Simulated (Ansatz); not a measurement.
# Mg: geometry relaxation (part 1 of 2)

The run: geometry relaxation of Mg (P6₃/mmc, 8 atoms in the cell). Method and program: DFT PBE, scalar-relativistic, plane waves, PAW, no spin polarisation (Ansatz 0.2.0).

The structure derives from a Materials Project entry. It belongs to a series of runs on one base structure; here: film's bulk on the substrate's plane, third vector and atoms relaxed. Figures and captions count atoms from 1; the log counts them from 0 in places.

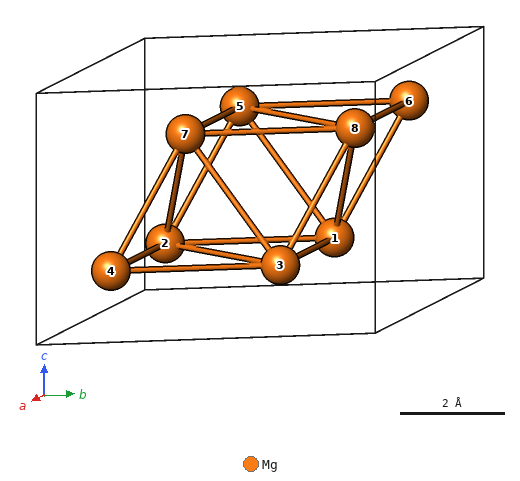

Figure 1. The input geometry (ball-and-stick view of the cell of the calculation, seen slightly off an axis; atoms are numbered from 1 in the order of the input). Near neighbours in the crystal (not all of them lie inside the picture): Mg has 12 Mg at 3.12 to 3.33 Å.

**The input**
```yaml
crystal:
  lattice:
    - [6.6654395561, 0.0, 0.0]
    - [-3.332719778, 5.7724399829, 0.0]
    - [0.0, 0.0, 4.9172540073]
  atoms:
    - { symbol: Mg, position: [0.3333333333, 0.6666666667, 0.25] }
    - { symbol: Mg, position: [0.3333333333, 0.1666666667, 0.25] }
    - { symbol: Mg, position: [0.8333333333, 0.6666666667, 0.25] }
    - { symbol: Mg, position: [0.8333333333, 0.1666666667, 0.25] }
    - { symbol: Mg, position: [0.1666666667, 0.3333333333, 0.75] }
    - { symbol: Mg, position: [0.1666666667, 0.8333333333, 0.75] }
    - { symbol: Mg, position: [0.6666666667, 0.3333333333, 0.75] }
    - { symbol: Mg, position: [0.6666666667, 0.8333333333, 0.75] }
basis:
  ecutwfc: 420
kpoints:
  mp_grid: { grid: [6, 6, 7] }
hamiltonian:
  xc: pbe
scf:
  occupations: { method: gaussian, width: 0.1 }
output:
  forces: true
  stress: true
  eigenvalues: true
relax:
  adjacent_minimum: "off"
  f_tol: 0.01
  max_steps: 50
  cell: { fix: [a, b, gamma], stress_tol: 0.1 }
```

Run as:
```bash
ansatz run input.yaml --threads 8 --pin off --max-ram 20480MiB --backend cpu --events-out ev --progress --plain --runs-dir out
```

**Log**
```
Engine: ansatz 0.2.0, x86_64-unknown-linux-gnu
Pseudopotentials: kind: paw
Pseudopotential: Mg, paw, valence charge 10, recommended cutoff 420 eV (normal), Mg.paw.azcp
Functional definition: PBE
  parameter kappa = 0.804
  parameter beta = 0.06672455060314922
  exchange = pbe_x(kappa = kappa, mu = beta*pi^2/3)
  correlation = pbe_c(beta = beta)
Crystal: 8 atoms, lattice volume = 189.196 Å³
Basis set: ecut = 420 eV, 3713 PW (Γ), exchange–correlation on 90×90×72 points (8 copies of the dense FFT grid, shifted against one another)
Bands: 48, of which v1, the nominal top of the filled ones, is band 40 counted from 1 (39 counted from 0)
Symmetry: 96 space group operations
Space group: P63/mmc (ITA 194), of the structure as read, at distance tolerance 5.7e-5 Å
k-points: 28 of 252
Non-local potential: Mg, projectors of the file, l = 0: 3, l = 1: 2, l = 2: 1
PAW form: soft (Blöchl's): semilocal exchange-correlation on the pseudo side does not see the compensation charge
PAW one-centre angular grid: Mg, 110 points (default); XC on 64 Gauss nodes
Initial density: superposition of atomic densities (neutral atoms: chi_scale 0, normalization atom), corrected by the library's trained network
Initial wavefunctions: pseudopotential atomic-orbital guess
Functional: x = pbe(κ = 0.804, μ = 0.2195149727645171), c = pbe(β = 0.06672455060314922)
SCF iter   1: F=—  HF=-15390.283920 eV  |F-HF|=—  |Δ(HF+E_count)|=         —  Δρ=7.67e-4  dr2=1.24e-3  ethr=1.77e-3  ⟨swp⟩=10.8  Hψ=6624  notcnv=0
preconditioner: auto → Kerker (q_TF=auto, 2.364 Å⁻¹)  [metal: Δε(μ)=0.047 eV  Ē_g=4.796 eV  σ=0.100 eV  W_gap=0.26  n_scr=44 (ndim 8)  ℏωp=10.8 eV  f_vac=0.000  D(μ)=2.83/eV (n_scr^D=8)]
SCF iter   2: F=—  HF=-15390.283951 eV  |F-HF|=—  |Δ(HF+E_count)|=   3.12e-5  Δρ=5.23e-4  dr2=6.24e-4  ethr=1.55e-6  ⟨swp⟩=2.0  Hψ=1949  notcnv=0
SCF iter   3: F=—  HF=-15390.284032 eV  |F-HF|=—  |Δ(HF+E_count)|=   8.07e-5  Δρ=8.75e-5  dr2=1.88e-5  ethr=7.80e-7  ⟨swp⟩=2.0  Hψ=1461  notcnv=0
SCF iter   4: F=—  HF=-15390.283898 eV  |F-HF|=—  |Δ(HF+E_count)|=   1.34e-4  Δρ=3.29e-5  dr2=1.32e-6  ethr=2.35e-8  ⟨swp⟩=2.4  Hψ=2293  notcnv=0
iter 5 did not close the SCF: its close was put off for the readings that it lacked (scf_convergence_deferred on its scf_iter line)
SCF iter   5: F=-15390.283900 eV  HF=-15390.283900 eV  |F-HF|=1.88e-8  |Δ(HF+E_count)|=   1.77e-6  Δρ=6.28e-6  dr2=5.91e-8  ethr=1.65e-9  ⟨swp⟩=2.0  Hψ=1518  notcnv=0
SCF iter   6: F=-15390.283900 eV  HF=-15390.283900 eV  |F-HF|=5.78e-10  |Δ(HF+E_count)|=   2.61e-8  Δρ=1.13e-6  dr2=2.45e-9  ethr=7.39e-11  ⟨swp⟩=6.2  Hψ=5103  notcnv=0
SCF 1 converged in 6 iterations: F = -15390.283900 eV  dr2 = 2.45e-9
  greatest PAW one-centre occupation: 1.000 electrons in one spin orbital (limit 2), on the Mg atom at site 7 (counted from 0), in its partial waves of l = 0
relax step   1: F+E_penalty+E_count = -15390.28389971 eV  Δ(F+E_penalty+E_count) = +0.000e0 eV  max|allowed force component| = 1.464e-17 eV/Å  Δτ_max = 0.0000 Å  P = -0.769 GPa  Ω = 189.196 Å³  fix = [a, b, gamma]  reactions: a -2.176, b -2.176 GPa  (6 SCF iters, dr2 threshold 1.00e-7 eV, accepted)
Crystal: 8 atoms, lattice volume = 193.538 Å³
Basis set: ecut = 420 eV, 3785 PW (Γ), exchange–correlation on 90×90×72 points (8 copies of the dense FFT grid, shifted against one another)
Initial density: handed on by an earlier stage of this run
Initial wavefunctions: those handed on with the density
iter 1 solved again at ethr=5.29e-7 eV; its pass at ethr=3.10e-3 eV (dr2=4.23e-4 eV) is discarded
SCF iter   1: F=—  HF=-15390.317437 eV  |F-HF|=—  |Δ(HF+E_count)|=         —  Δρ=3.84e-4  dr2=4.30e-4  ethr=5.29e-7  ⟨swp⟩=2.0  Hψ=7159  notcnv=0
preconditioner: auto → Kerker (q_TF=auto, 2.355 Å⁻¹)  [metal: Δε(μ)=0.049 eV  Ē_g=4.725 eV  σ=0.100 eV  W_gap=0.26  n_scr=44 (ndim 8)  ℏωp=10.7 eV  f_vac=0.000  D(μ)=2.65/eV (n_scr^D=8)]
SCF iter   2: F=—  HF=-15390.317141 eV  |F-HF|=—  |Δ(HF+E_count)|=   2.96e-4  Δρ=2.76e-4  dr2=2.26e-4  ethr=5.29e-7  ⟨swp⟩=1.0  Hψ=1344  notcnv=0
SCF iter   3: F=—  HF=-15390.317056 eV  |F-HF|=—  |Δ(HF+E_count)|=   8.52e-5  Δρ=7.10e-5  dr2=1.40e-5  ethr=2.82e-7  ⟨swp⟩=1.0  Hψ=1344  notcnv=0
SCF iter   4: F=-15390.317052 eV  HF=-15390.317053 eV  |F-HF|=3.17e-7  |Δ(HF+E_count)|=   3.28e-6  Δρ=1.27e-5  dr2=4.60e-7  ethr=1.00e-9  ⟨swp⟩=4.4  Hψ=5839  notcnv=0
SCF 2 converged in 4 iterations: F = -15390.317052 eV  dr2 = 4.60e-7
relax step   2: F+E_penalty+E_count = -15390.31705225 eV  Δ(F+E_penalty+E_count) = -3.315e-2 eV  max|allowed force component| = 8.601e-18 eV/Å  Δτ_max = 0.0000 Å  P = -1.589 GPa  Ω = 193.538 Å³  energy of the carried Pulay correction = -7.523e-5 eV  fix = [a, b, gamma]  reactions: a -2.591, b -2.591 GPa  (4 SCF iters, dr2 threshold 8.00e-7 eV, accepted)
Crystal: 8 atoms, lattice volume = 194.645 Å³
Basis set: ecut = 420 eV, 3797 PW (Γ), exchange–correlation on 90×90×72 points (8 copies of the dense FFT grid, shifted against one another)
iter 1 solved again at ethr=3.45e-8 eV; its pass at ethr=3.10e-3 eV (dr2=2.76e-5 eV) is discarded
SCF iter   1: F=—  HF=-15390.318469 eV  |F-HF|=—  |Δ(HF+E_count)|=         —  Δρ=9.37e-5  dr2=2.67e-5  ethr=3.45e-8  ⟨swp⟩=3.0  Hψ=6919  notcnv=0
preconditioner: auto → Kerker (q_TF=auto, 2.353 Å⁻¹)  [metal: Δε(μ)=0.049 eV  Ē_g=4.710 eV  σ=0.100 eV  W_gap=0.27  n_scr=44 (ndim 8)  ℏωp=10.6 eV  f_vac=0.000  D(μ)=2.46/eV (n_scr^D=8)]
SCF iter   2: F=—  HF=-15390.318368 eV  |F-HF|=—  |Δ(HF+E_count)|=   1.01e-4  Δρ=6.71e-5  dr2=1.40e-5  ethr=3.34e-8  ⟨swp⟩=1.0  Hψ=1344  notcnv=0
SCF iter   3: F=—  HF=-15390.318363 eV  |F-HF|=—  |Δ(HF+E_count)|=   4.76e-6  Δρ=1.40e-5  dr2=5.78e-7  ethr=1.76e-8  ⟨swp⟩=1.0  Hψ=1347  notcnv=0
SCF iter   4: F=-15390.318363 eV  HF=-15390.318363 eV  |F-HF|=8.39e-9  |Δ(HF+E_count)|=   1.75e-7  Δρ=2.06e-6  dr2=8.57e-9  ethr=5.40e-10  ⟨swp⟩=5.1  Hψ=4308  notcnv=0
SCF 3 converged in 4 iterations: F = -15390.318363 eV  dr2 = 8.57e-9
relax step   3: F+E_penalty+E_count = -15390.31836321 eV  Δ(F+E_penalty+E_count) = -1.311e-3 eV  max|allowed force component| = 6.704e-18 eV/Å  Δτ_max = 0.0000 Å  P = -1.781 GPa  Ω = 194.645 Å³  energy of the carried Pulay correction = -9.406e-5 eV  fix = [a, b, gamma]  reactions: a -2.653, b -2.653 GPa  (4 SCF iters, dr2 threshold 4.32e-7 eV, accepted)
Initial wavefunctions: pseudopotential atomic-orbital guess (no wavefunctions were taken with the density)
iter 1 solved again at ethr=8.53e-10 eV; its pass at ethr=3.10e-3 eV (dr2=6.82e-7 eV) is discarded
SCF iter   1: F=—  HF=-15390.318516 eV  |F-HF|=—  |Δ(HF+E_count)|=         —  Δρ=5.50e-5  dr2=1.35e-7  ethr=8.53e-10  ⟨swp⟩=4.2  Hψ=10824  notcnv=0
SCF iter   2: F=—  HF=-15390.318443 eV  |F-HF|=—  |Δ(HF+E_count)|=   7.32e-5  Δρ=2.79e-5  dr2=3.67e-8  ethr=1.68e-10  ⟨swp⟩=2.0  Hψ=2243  notcnv=0
SCF iter   3: F=—  HF=-15390.318449 eV  |F-HF|=—  |Δ(HF+E_count)|=   6.12e-6  Δρ=7.62e-7  dr2=1.29e-9  ethr=4.59e-11  ⟨swp⟩=2.4  Hψ=2303  notcnv=0
SCF iter   4: F=—  HF=-15390.318449 eV  |F-HF|=—  |Δ(HF+E_count)|=  2.00e-10  Δρ=3.38e-7  dr2=3.24e-10  ethr=1.00e-12  ⟨swp⟩=6.9  Hψ=4729  notcnv=0
SCF iter   5: F=-15390.318449 eV  HF=-15390.318449 eV  |F-HF|=6.18e-11  |Δ(HF+E_count)|=  7.46e-11  Δρ=1.75e-7  dr2=9.82e-12  ethr=1.00e-12  ⟨swp⟩=4.0  Hψ=3914  notcnv=0
SCF 4 converged in 5 iterations: F = -15390.318449 eV  dr2 = 9.82e-12
relax step   4: F+E_penalty+E_count = -15390.31844895 eV  Δ(F+E_penalty+E_count) = -8.575e-5 eV  max|allowed force component| = 1.153e-17 eV/Å  Δτ_max = 0.0000 Å  P = -1.782 GPa  Ω = 194.645 Å³  fix = [a, b, gamma]  reactions: a -2.653, b -2.653 GPa  stress off target by 3.80e-2 GPa on what of the cell is left free  SCF on the basis re-selected at this cell (its energy is not comparable with the rows above)  (5 SCF iters)
```

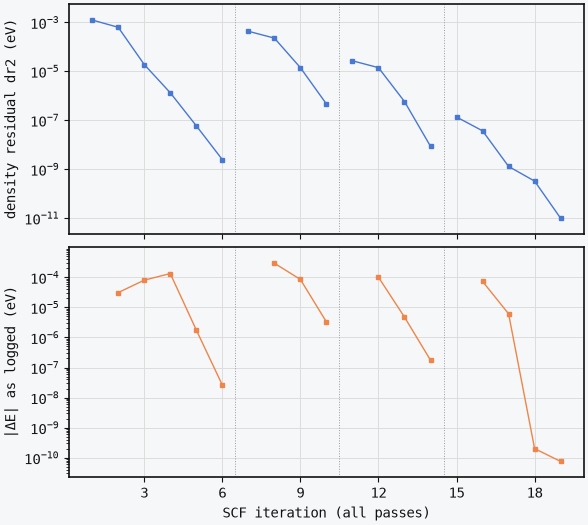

Figure 2. Convergence of the self-consistent field: density residual dr2 and size of the energy change against the SCF iteration. The dotted lines part the SCF passes of the relaxation: geometry steps, rejected trials and re-solves on a re-selected basis. The passes take 6, 4, 4 and 5 iterations.

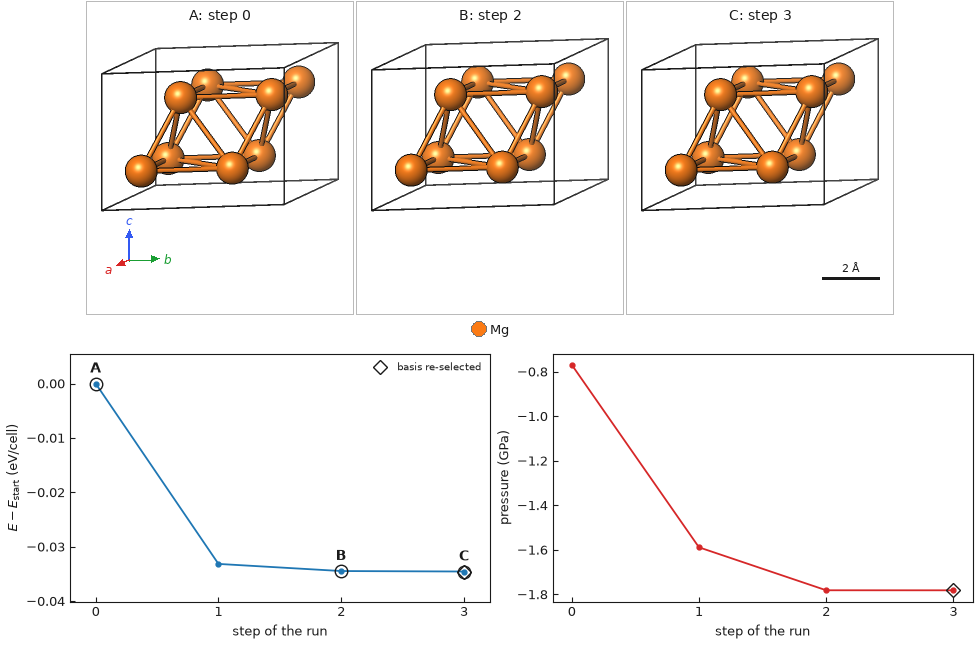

Figure 3. Frames of the relaxation (ball-and-stick view of the cell of the calculation, seen slightly off an axis) above the curves, on which the letters mark them (the first geometry is step 0 here and step 1 in the log).

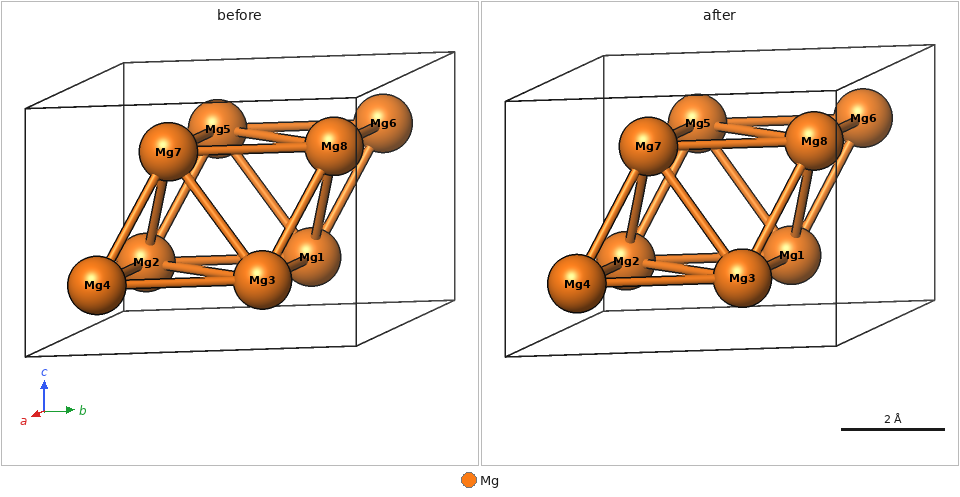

Figure 4. Before (left) and after (right) the relaxation, at one scale (ball-and-stick view of the cell of the calculation, seen slightly off an axis). No atom moves by more than 0.005 Å relative to the cell. The drawn cell changes as follows: a = b stay at 6.665 Å, c 4.917 → 5.059 Å (+2.9 %); the volume changes by +2.9 %. Among the contacts that change: Mg1–Mg5 3.122 → 3.178 Å. The space group stays P6_3/mmc (No. 194). After 2 geometry steps the energy has fallen by 34.5 meV per cell of the calculation. All forces vanish by symmetry, so only the cell relaxes. Pressure: −0.77 GPa at the start and −1.78 GPa at the end. A last SCF at the same geometry on a re-selected plane-wave basis shifts the energy by −0.1 meV per cell of the calculation. (Atoms are counted from 1 in the order of the input.)
